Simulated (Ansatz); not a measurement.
## Single-point calculation of KBr

The run: single-point calculation of KBr (Fm-3m, 32 atoms in the cell). Method and program: DFT PBE, scalar-relativistic, plane waves, PAW, no spin polarisation (Ansatz 0.2.0).

The structure derives from a Materials Project entry. It belongs to a series of runs on one base structure; here: the perfect crystal in a cell of 32 atoms.

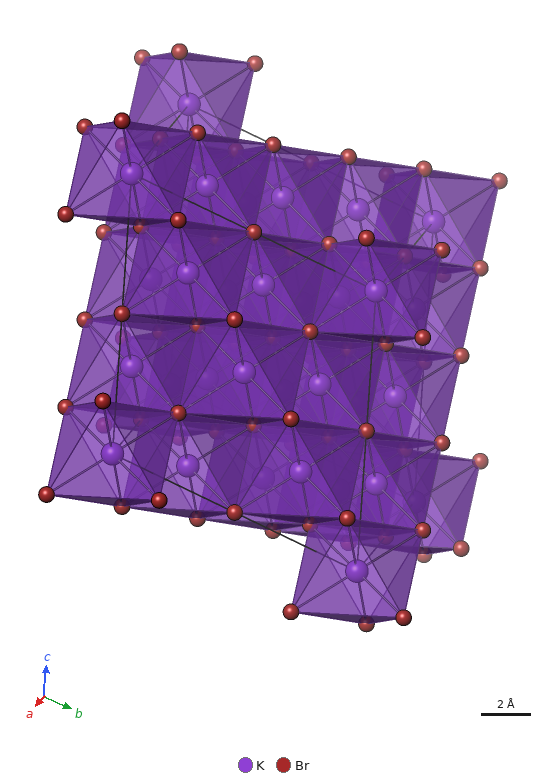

*The structure as given in the input (polyhedral view of the cell of the calculation, seen slightly off an axis; polyhedra are completed across the faces of the cell).*

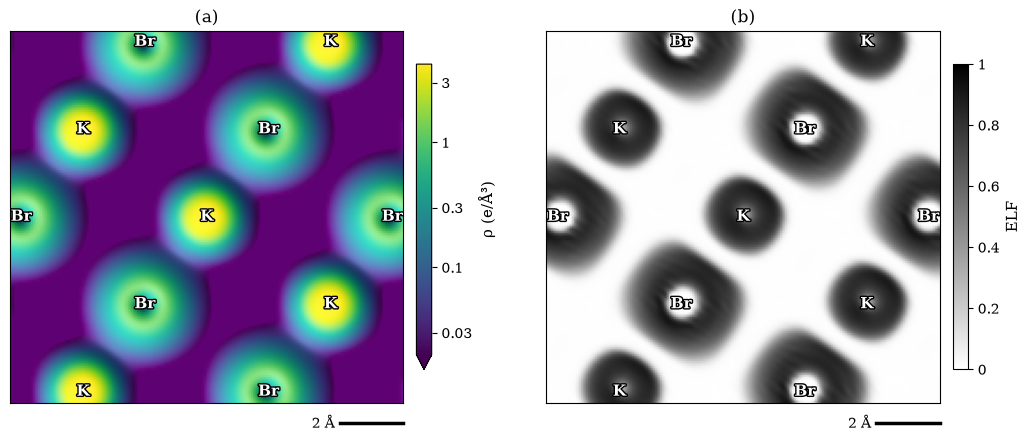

*(a) valence charge density (pseudo); (b) ELF on the (100) plane of the calculation cell.*

Atoms in the plane: K and Br. Away from the nuclei the density in this plane falls to 0.005 e/Å³ at its lowest. The strong features right at K lie inside the PAW spheres (semicore, d or f shells) and say nothing about bonding. In a PAW calculation such maps are meaningful between the atoms, not at the nuclei.

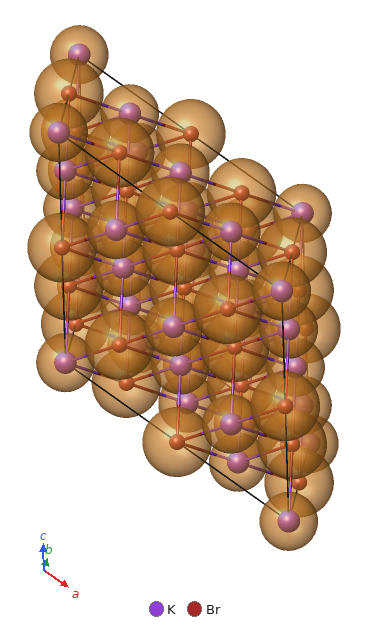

*Isosurface of the valence pseudo-density at 0.15 e/Å³ (orange), seen at an oblique angle. Sticks mark near contacts. The outline is the calculation cell.*

At this value the density breaks into separate islands; it holds about 85 % of the electrons treated as valence (semicore included). It is pinched off along the K–Br (3.35 Å) contacts. On the grid the lowest density along these lines, outside the cores, is 0.07 e/Å³ (K–Br, 3.35 Å).

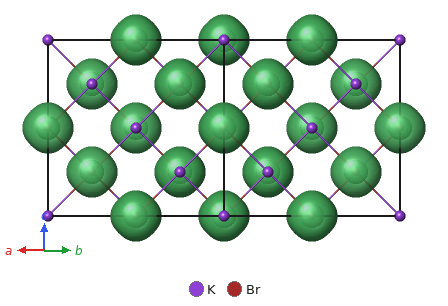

*Isosurface of the electron localisation function at 0.75 (green), seen along [110]. Only the valence region is drawn (cores and ρ < 0.01 e/Å³ removed). Sticks mark near contacts. The outline is the calculation cell.*

Values along the shortest contacts:

The input that produced these results follows, with the program's output.

The input
```yaml
crystal:
  lattice:
    - [-6.6999344334, -6.6999344334, 6.6999344334]
    - [6.6999344334, 6.6999344334, 6.6999344334]
    - [-6.6999344334, 6.6999344334, -6.6999344334]
  atoms:
    - { symbol: K, position: [0.25, 0.5, 0.25] }
    - { symbol: K, position: [0.5, 0.5, 0.0] }
    - { symbol: K, position: [0.25, 0.75, 0.0] }
    - { symbol: K, position: [0.75, 0.5, 0.75] }
    - { symbol: K, position: [0.5, 0.75, 0.75] }
    - { symbol: K, position: [0.25, 0.0, 0.75] }
    - { symbol: K, position: [0.0, 0.5, 0.5] }
    - { symbol: K, position: [0.75, 0.75, 0.5] }
    - { symbol: K, position: [0.5, 0.0, 0.5] }
    - { symbol: K, position: [0.25, 0.25, 0.5] }
    - { symbol: K, position: [0.0, 0.75, 0.25] }
    - { symbol: K, position: [0.75, 0.0, 0.25] }
    - { symbol: K, position: [0.5, 0.25, 0.25] }
    - { symbol: K, position: [0.0, 0.0, 0.0] }
    - { symbol: K, position: [0.75, 0.25, 0.0] }
    - { symbol: K, position: [0.0, 0.25, 0.75] }
    - { symbol: Br, position: [0.0, 0.5, 0.0] }
    - { symbol: Br, position: [0.25, 0.5, 0.75] }
    - { symbol: Br, position: [0.0, 0.75, 0.75] }
    - { symbol: Br, position: [0.5, 0.5, 0.5] }
    - { symbol: Br, position: [0.25, 0.75, 0.5] }
    - { symbol: Br, position: [0.0, 0.0, 0.5] }
    - { symbol: Br, position: [0.75, 0.5, 0.25] }
    - { symbol: Br, position: [0.5, 0.75, 0.25] }
    - { symbol: Br, position: [0.25, 0.0, 0.25] }
    - { symbol: Br, position: [0.0, 0.25, 0.25] }
    - { symbol: Br, position: [0.75, 0.75, 0.0] }
    - { symbol: Br, position: [0.5, 0.0, 0.0] }
    - { symbol: Br, position: [0.25, 0.25, 0.0] }
    - { symbol: Br, position: [0.75, 0.0, 0.75] }
    - { symbol: Br, position: [0.5, 0.25, 0.75] }
    - { symbol: Br, position: [0.75, 0.25, 0.5] }
basis:
  ecutwfc: 420
  xc_grid: 2
kpoints:
  mp_grid: { grid: [2, 2, 2], shift: [0.5, 0.5, 0.5] }
hamiltonian:
  xc: pbe
scf:
  occupations: { method: gaussian, width: 0.01 }
output:
  forces: true
  stress: true
  eigenvalues: true
  write_density: true
  write_potential: true
  elf: true
  volumetric_format: npy
```

Command:
```bash
ansatz run input.yaml --threads 4 --pin off --max-ram 6144MiB --backend cpu --events-out ev --progress --plain --runs-dir out
```

Log
```
Engine: ansatz 0.2.0, x86_64-unknown-linux-gnu
Pseudopotentials: kind: paw
Pseudopotential: K, paw, valence charge 9, recommended cutoff 420 eV (normal), K.paw.azcp
Pseudopotential: Br, paw, valence charge 7, recommended cutoff 420 eV (normal), Br.paw.azcp
Functional definition: PBE
  parameter kappa = 0.804
  parameter beta = 0.06672455060314922
  exchange = pbe_x(kappa = kappa, mu = beta*pi^2/3)
  correlation = pbe_c(beta = beta)
Crystal: 32 atoms, lattice volume = 1203.017 Å³
Basis set: ecut = 420 eV, 23455 PW (Γ), exchange–correlation on 160×160×160 points (8 copies of the dense FFT grid, shifted against one another)
Bands: 160, of which v1, the nominal top of the filled ones, is band 128 counted from 1 (127 counted from 0)
Symmetry: 768 space group operations
Space group: Fm-3m (ITA 225), of the structure as read, at distance tolerance 1.1e-4 Å
k-points: 2 of 8
Non-local potential: K, projectors of the file, l = 0: 3, l = 1: 2, l = 2: 2
Non-local potential: Br, projectors of the file, l = 0: 2, l = 1: 2, l = 2: 2
PAW form: soft (Blöchl's): semilocal exchange-correlation on the pseudo side does not see the compensation charge
PAW one-centre angular grid: K, 110 points (default); XC on 64 Gauss nodes
PAW one-centre angular grid: Br, 110 points (default); XC on 64 Gauss nodes
Initial density: superposition of atomic densities (neutral atoms: chi_scale 0, normalization atom), corrected by the library's trained network
Initial wavefunctions: pseudopotential atomic-orbital guess
Functional: x = pbe(κ = 0.804, μ = 0.2195149727645171), c = pbe(β = 0.06672455060314922)
SCF iter   1: F=—  HF=-69192.065137 eV  |F-HF|=—  |Δ(HF+E_count)|=         —  Δρ=2.37e-4  dr2=8.14e-4  ethr=1.77e-3  ⟨swp⟩=7.5  Hψ=1481  notcnv=0  defer=14
preconditioner: auto → Resta (q_TF=auto, 2.108 Å⁻¹)  ε∞=2.4  [insulator: Δε(μ)=4.827 eV  Ē_g=13.706 eV  σ=0.010 eV  W_gap=1.00  n_scr=200 (ndim 8)  ℏωp=16.0 eV  f_vac=0.070  D(μ)=0.00/eV (n_scr^D=0)  ε∞_Penn≈2.4]
SCF iter   2: F=—  HF=-69192.062969 eV  |F-HF|=—  |Δ(HF+E_count)|=   2.17e-3  Δρ=1.26e-4  dr2=2.49e-4  ethr=3.18e-7  ⟨swp⟩=3.5  Hψ=722  notcnv=0  defer=52
SCF iter   3: F=—  HF=-69192.063263 eV  |F-HF|=—  |Δ(HF+E_count)|=   2.94e-4  Δρ=5.38e-5  dr2=5.36e-5  ethr=9.71e-8  ⟨swp⟩=2.0  Hψ=504  notcnv=0  defer=52
SCF iter   4: F=—  HF=-69192.064228 eV  |F-HF|=—  |Δ(HF+E_count)|=   9.65e-4  Δρ=1.42e-5  dr2=3.21e-6  ethr=2.09e-8  ⟨swp⟩=2.0  Hψ=480  notcnv=0  defer=52
iter 5 did not close the SCF: its close was put off for the readings that it lacked (scf_convergence_deferred on its scf_iter line)
SCF iter   5: F=-69192.064232 eV  HF=-69192.064231 eV  |F-HF|=3.39e-7  |Δ(HF+E_count)|=   3.28e-6  Δρ=2.25e-6  dr2=9.27e-8  ethr=1.25e-9  ⟨swp⟩=2.0  Hψ=492  notcnv=0  defer=52
SCF iter   6: F=-69192.064232 eV  HF=-69192.064232 eV  |F-HF|=3.17e-9  |Δ(HF+E_count)|=   3.86e-7  Δρ=7.99e-7  dr2=1.57e-8  ethr=3.62e-11  ⟨swp⟩=18.0  Hψ=2862  notcnv=0
SCF 1 converged in 6 iterations: F = -69192.064232 eV  dr2 = 1.57e-8
  greatest PAW one-centre occupation: 0.987 electrons in one spin orbital (limit 2), on the K atom at site 15 (counted from 0), in its partial waves of l = 0
SCF converged after 6 iterations
Free energy (F): -69192.064232 eV
Harris-Foulkes:  -69192.064232 eV  (|F-HF|=3.17e-9)
Internal energy: -69192.064232 eV  (E = F + TS)
E sigma→0 (E₀):  -69192.064232 eV
Fermi energy:    3.142484 eV
--- Per-component energies (eV) ---
  E_band       = -2219.074573
  E_kinetic    = 6207.308050
  E_local      = -13713.456911  (includes V_loc(G=0)·N_el)
  E_nonlocal   = 1324.393293
  E_hartree    = 4458.835096
  E_xc         = -6406.478586
  E_vxc        = -4309.594839  (∫ρ·V_xc dr)
  E_paw        = -48453.809586  (= ΣΔE_a)
  E_vpaw       = -645.388238  (= ΣTr[D̂ρ^β])
  E_aug_tail   = -0.000060  (compensation charges beyond the density's cutoff)
  E_ewald      = -12608.855528
  E_smearing   = -0.000000  (= −TS)
  E_closure    = 0.000000  (closes the sum)
  Σ components = -69192.064232   (vs F -69192.064232, Δ=0.00e0)
--- Forces (eV/Å), atoms counted from 1 ---
  atom   1  K     -0.00000000    -0.00000000    -0.00000000
  atom   2  K     -0.00000000    -0.00000000    -0.00000000
  atom   3  K     -0.00000000     0.00000000    -0.00000000
  atom   4  K     -0.00000000    -0.00000000    -0.00000000
  atom   5  K     -0.00000000     0.00000000    -0.00000000
  atom   6  K     -0.00000000    -0.00000000     0.00000000
  atom   7  K     -0.00000000    -0.00000000    -0.00000000
  atom   8  K     -0.00000000     0.00000000     0.00000000
  atom   9  K     -0.00000000     0.00000000    -0.00000000
  atom  10  K     -0.00000000    -0.00000000    -0.00000000
  atom  11  K     -0.00000000    -0.00000000    -0.00000000
  atom  12  K     -0.00000000    -0.00000000     0.00000000
  atom  13  K     -0.00000000     0.00000000    -0.00000000
  atom  14  K     -0.00000000    -0.00000000    -0.00000000
  atom  15  K     -0.00000000    -0.00000000    -0.00000000
  atom  16  K     -0.00000000     0.00000000    -0.00000000
  atom  17  Br     0.00000000     0.00000000    -0.00000000
  atom  18  Br    -0.00000000    -0.00000000    -0.00000000
  atom  19  Br     0.00000000     0.00000000     0.00000000
  atom  20  Br    -0.00000000    -0.00000000    -0.00000000
  atom  21  Br    -0.00000000    -0.00000000    -0.00000000
  atom  22  Br     0.00000000     0.00000000     0.00000000
  atom  23  Br    -0.00000000     0.00000000     0.00000000
  atom  24  Br    -0.00000000    -0.00000000    -0.00000000
  atom  25  Br    -0.00000000    -0.00000000    -0.00000000
  atom  26  Br     0.00000000     0.00000000     0.00000000
  atom  27  Br    -0.00000000    -0.00000000     0.00000000
  atom  28  Br    -0.00000000    -0.00000000    -0.00000000
  atom  29  Br    -0.00000000     0.00000000     0.00000000
  atom  30  Br    -0.00000000     0.00000000    -0.00000000
  atom  31  Br    -0.00000000     0.00000000     0.00000000
  atom  32  Br    -0.00000000     0.00000000    -0.00000000
  max |Σ_I F_I| component: 1.31e-27 eV/Å
--- Stress (GPa, compression-positive) ---
        0.033817       0.000000      -0.000000
       -0.000000       0.033817       0.000000
        0.000000       0.000000       0.033817
  P = ⅓ Tr σ = 0.0338 GPa (0.338 kbar)
--- Band table (eV) ---
  k-point 0: bands = ["-27.0993", "-27.0993", "-27.0993", "-27.0993", "-27.0965", "-27.0965", "-27.0965", "-27.0965", "-27.0965", "-27.0965", "-27.0965", "-27.0965", "-27.0965", "-27.0965", "-27.0965", "-27.0965", "-11.5587", "-11.5587", "-11.5587", "-11.5587", "-11.5240", "-11.5240", "-11.5240", "-11.5240", "-11.5240", "-11.5240", "-11.5240", "-11.5240", "-11.5240", "-11.5240", "-11.5240", "-11.5240", "-10.6089", "-10.6089", "-10.6089", "-10.6089", "-10.6089", "-10.6089", "-10.6089", "-10.6089", "-10.6089", "-10.6089", "-10.6089", "-10.6089", "-10.5932", "-10.5932", "-10.5932", "-10.5932", "-10.5932", "-10.5932", "-10.5932", "-10.5932", "-10.5932", "-10.5932", "-10.5932", "-10.5932", "-10.5783", "-10.5783", "-10.5783", "-10.5783", "-10.5783", "-10.5783", "-10.5783", "-10.5783", "-10.4670", "-10.4670", "-10.4670", "-10.4670", "-10.4670", "-10.4670", "-10.4670", "-10.4670", "-10.4670", "-10.4670", "-10.4670", "-10.4670", "-10.4535", "-10.4535", "-10.4535", "-10.4535", "-0.0502", "-0.0502", "-0.0502", "-0.0502", "-0.0502", "-0.0502", "-0.0502", "-0.0502", "-0.0502", "-0.0502", "-0.0502", "-0.0502", "0.1520", "0.1520", "0.1520", "0.1520", "0.3455", "0.3455", "0.3455", "0.3455", "0.3455", "0.3455", "0.3455", "0.3455", "0.3455", "0.3455", "0.3455", "0.3455", "0.4885", "0.4885", "0.4885", "0.4885", "0.4885", "0.4885", "0.4885", "0.4885", "0.4885", "0.4885", "0.4885", "0.4885", "0.6178", "0.6178", "0.6178", "0.6178", "0.6178", "0.6178", "0.6178", "0.6178", "6.3037", "6.3037", "6.3037", "6.3037", "7.3998", "7.3998", "7.3998", "7.3998", "7.3998", "7.3998", "7.3998", "7.3998", "7.3998", "7.3998", "7.3998", "7.3998", "8.1766", "8.1766", "8.1766", "8.1766", "8.1766", "8.1766", "8.1766", "8.1766", "8.1766", "8.1766", "8.1766", "8.1766", "8.2100", "8.2100", "8.2100", "8.2100"]
  k-point 1: bands = ["-27.1007", "-27.0982", "-27.0982", "-27.0982", "-27.0982", "-27.0972", "-27.0972", "-27.0972", "-27.0972", "-27.0967", "-27.0962", "-27.0962", "-27.0962", "-27.0962", "-27.0959", "-27.0959", "-11.6022", "-11.6022", "-11.6022", "-11.6022", "-11.5452", "-11.5452", "-11.5452", "-11.5452", "-11.5182", "-11.5182", "-11.5182", "-11.5182", "-11.4982", "-11.4446", "-11.4289", "-11.4289", "-10.6439", "-10.6439", "-10.6224", "-10.6224", "-10.6224", "-10.6224", "-10.6121", "-10.6121", "-10.6012", "-10.6012", "-10.5995", "-10.5995", "-10.5995", "-10.5995", "-10.5960", "-10.5960", "-10.5960", "-10.5960", "-10.5923", "-10.5923", "-10.5923", "-10.5923", "-10.5825", "-10.5825", "-10.5825", "-10.5825", "-10.5808", "-10.5808", "-10.5808", "-10.5808", "-10.5801", "-10.5801", "-10.5739", "-10.5434", "-10.5434", "-10.5283", "-10.4556", "-10.4556", "-10.4556", "-10.4556", "-10.4545", "-10.4545", "-10.4545", "-10.4545", "-10.3823", "-10.3823", "-10.3823", "-10.3823", "-0.2055", "-0.2055", "-0.2055", "-0.2055", "-0.0028", "0.0184", "0.0184", "0.0184", "0.0184", "0.0423", "0.0423", "0.0423", "0.0423", "0.0650", "0.0650", "0.2696", "0.2696", "0.2696", "0.2696", "0.3895", "0.3895", "0.4122", "0.4122", "0.4182", "0.4182", "0.4182", "0.4182", "0.4448", "0.4448", "0.4448", "0.4448", "0.4793", "0.4793", "0.4793", "0.4793", "0.5026", "0.5349", "0.5349", "0.5494", "0.5494", "0.5494", "0.5494", "0.5522", "0.5522", "0.5522", "0.5522", "0.7243", "0.7243", "5.5607", "6.8515", "6.8518", "6.8518", "6.8518", "6.8518", "7.0789", "7.0789", "7.3450", "7.3450", "7.3450", "7.3450", "7.4334", "7.6445", "7.6445", "7.6445", "7.6445", "7.9776", "7.9776", "7.9776", "7.9776", "7.9815", "8.1790", "8.1790", "8.1790", "8.1790", "8.2504", "8.2504", "8.5596", "8.5596", "8.5596", "8.5596"]
```

Summary

| quantity | value |
| --- | --- |
| outcome | converged |
| space group (tolerance 0.01 Å) | Fm-3m (225) |
| electrons treated | 256 |
| free energy | −69192.0642 eV |
| Fermi energy | 3.142 eV |
| gap on the k-point mesh | 4.84 eV |
| pressure | 0.03 GPa |
| largest force (length of the vector) | under 0.001 eV/Å |
| hardware | 4 threads of Intel Xeon (Granite Rapids), 16 GiB of memory available, shared host |
| wall time | 6.9 s (CPU time 25 s) |
| peak memory | 2.1 GiB |
